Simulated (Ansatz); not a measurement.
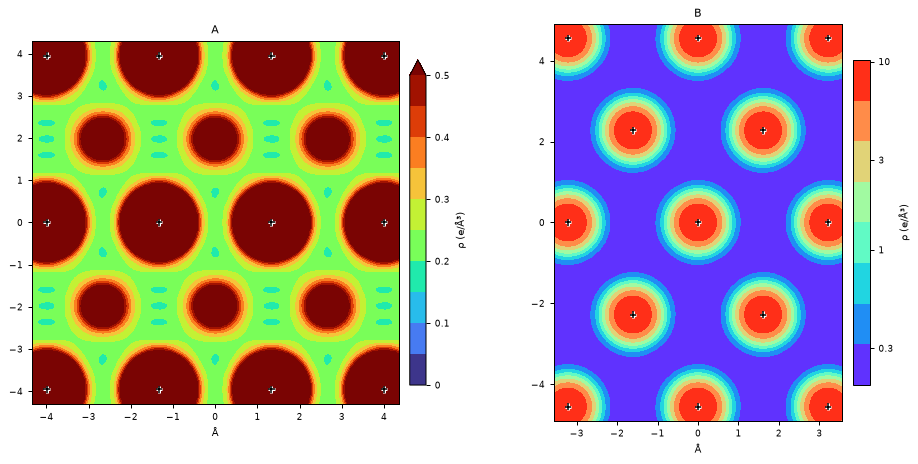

The valence pseudo-density of 2 systems, each on a plane through atoms (crosses mark nuclei in the plane).

These are results of DFT r2SCAN, scalar-relativistic, plane waves, PAW (Ansatz 0.2.0), not measurements.

System 1: Cu, the (100) plane of the conventional cell. Space group P6₃/mmc; a structure from a database of computed crystals, not necessarily the ambient phase; changed on purpose from its base cell (functional r2SCAN, strained and moved within the space group); computed pressure about −7 GPa in this cell; computed without spin polarisation.

```
Cu
1.0
     2.66544    0.00000    0.00000
    -1.33272    2.30834    0.00000
     0.00000    0.00000    3.95559
Cu
2
Direct
  0.33333 0.66667 0.25000
  0.66667 0.33333 0.75000
```

System 2: Ti, the (011̄) plane of the conventional cell. Space group Im-3m; changed on purpose from its base cell (functional r2SCAN, strained and moved within the space group); computed pressure about 3 GPa in this cell; computed without spin polarisation.

```yaml
crystal:
  lattice:
    - [3.22013, 0.00000, 0.00000]
    - [0.00000, 3.22013, 0.00000]
    - [0.00000, 0.00000, 3.22013]
  atoms:
    - { symbol: Ti, position: [0.00000, 0.00000, 0.00000] }
    - { symbol: Ti, position: [0.50000, 0.50000, 0.50000] }
```

Which map belongs to which system?

Answer. Panel A is system 1, Cu: the plane holds Cu. Cu–Cu (2.67 Å): ρ at the midpoint is about 0.24 e/Å³. Panel B is system 2, Ti: the plane holds Ti. Ti–Ti (2.79 Å): the density is about 0.19 e/Å³ at the midpoint.
